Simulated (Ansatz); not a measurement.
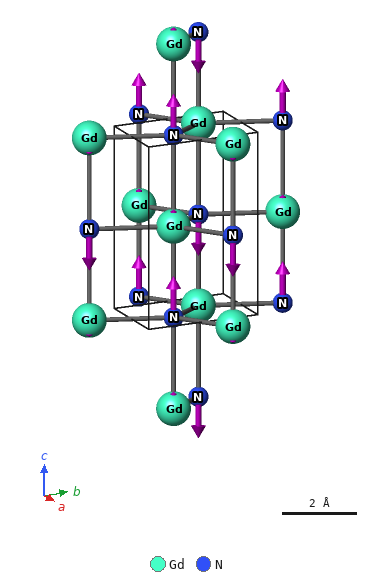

One vibrational mode of a crystal of GdN (a generated structure) at the zone centre. Displacements are drawn as purple arrows; their common scale and sign are arbitrary. A ball-and-stick model of the cell of the calculation, seen slightly off an axis.

Level of theory: DFT PBE, scalar-relativistic, plane waves, PAW in Ansatz.

Input
```yaml
crystal:
  lattice:
    - [4.0816464144, 2.89e-08, 0.0]
    - [-2.0408232322, 3.5348094696, 0.0]
    - [0.0, 0.0, 5.0154130389]
  atoms:
    - { symbol: Gd, position: [0.6666666667, 0.3333333333, 0.5], spin: 7.48 }
    - { symbol: Gd, position: [0.3333333333, 0.6666666667, 0.0], spin: -7.48 }
    - { symbol: "N", position: [0.6666666667, 0.3333333333, 0.0] }
    - { symbol: "N", position: [0.3333333333, 0.6666666667, 0.5] }
basis:
  ecutwfc: 420
kpoints:
  mp_grid: { grid: [12, 12, 6] }
hamiltonian:
  xc: pbe
scf:
  occupations: { method: gaussian, width: 0.02 }
output:
  eigenvalues: true
  populations: true
magnetization:
  spin_polarized: true
phonons:
  method: dfpt
  dielectric: true
  rigid_motions: translations
  eigenvectors: true
  qmesh: [2, 2, 1]
  temperatures: { t_max: 1000, t_step: 100 }
  qpath:
    path:
      - [[0.0, 0.0, 0.0], [0.5, 0.0, 0.0], [0.33333333, 0.33333333, 0.0], [0.0, 0.0, 0.0], [0.0, 0.0, 0.5], [0.5, 0.0, 0.5], [0.33333333, 0.33333333, 0.5], [0.0, 0.0, 0.5]]
      - [[0.5, 0.0, 0.5], [0.5, 0.0, 0.0]]
      - [[0.33333333, 0.33333333, 0.5], [0.33333333, 0.33333333, 0.0]]
    npoints: 8
```

Command:
```bash
ansatz run input.yaml --threads 4 --pin off --max-ram 8192MiB --backend cpu --events-out ev --progress --plain --runs-dir out
```

Frequencies are those without the non-analytic (LO–TO) term.

What mode is this, and where does it lie in the spectrum?

This is the B₁g mode at 315 cm⁻¹, optical level 4 of 6, counted from below (1 lower level is imaginary, so the structure is unstable), silent by symmetry (neither infrared- nor Raman-active). All motion is along c; atoms of one kind move against one another, with no net shift of any sublattice; it stretches the Gd–N bonds (2.51 Å); the kinetic energy is shared as N 92 %, Gd 8 %.
